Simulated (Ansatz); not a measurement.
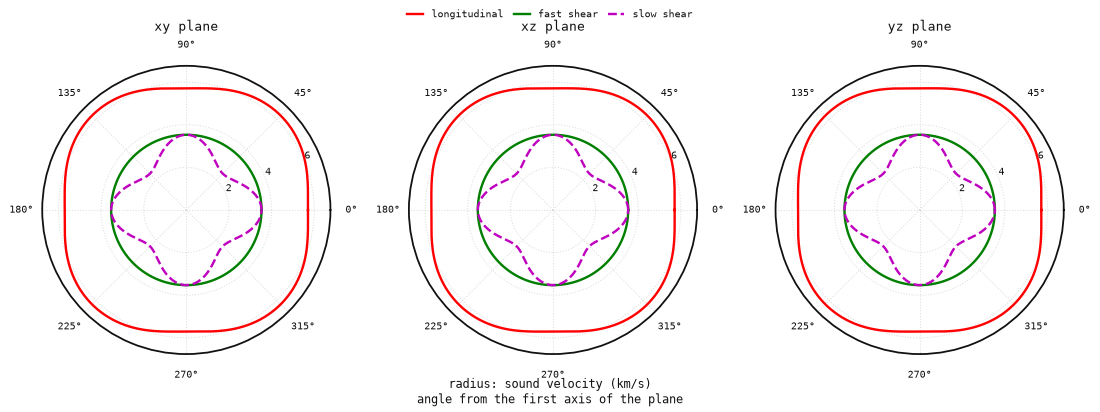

How it was computed, with Ansatz 0.2.0: elastic stress-strain coefficients at zero temperature from small strains of the given cell, Voigt order xx yy zz yz xz xy, Cartesian axes of the cell vectors; plane waves with PAW datasets, Γ-centred k mesh. Level: PBE, no spin polarisation.

wave cutoff 420 eV; k mesh 12×12×12; occupations fixed; ions relaxed; strain amplitude 0.002.

Structure:
```
CELL_PARAMETERS angstrom
0.00000 2.16500 2.16500
2.16500 0.00000 2.16500
2.16500 2.16500 0.00000
ATOMIC_POSITIONS crystal
Zn 0.00000 0.00000 0.00000
O 0.50000 0.50000 0.50000
```

Figure. Sound velocities against the direction of travel in the xy, xz and yz planes, from the elastic constants and the density for ZnO, space group Fm-3m (No. 225) (cell built by us, not taken from a database).

Along x the longitudinal wave runs at 5.71 km/s and the transverse ones at 3.53 and 3.53 km/s, the same along y and z; along x + y they run at 6.26, 3.53 and 2.41 km/s (density 6.66 g/cm³). Over all directions E runs from 108 to 213 GPa, a ratio of 1.98. E is 108 GPa along x, y and z alike, and 213 GPa along the body diagonal x + y + z. The Hill averages are K = 165 GPa and G = 61 GPa, Poisson's ratio 0.34; K/G = 2.70.
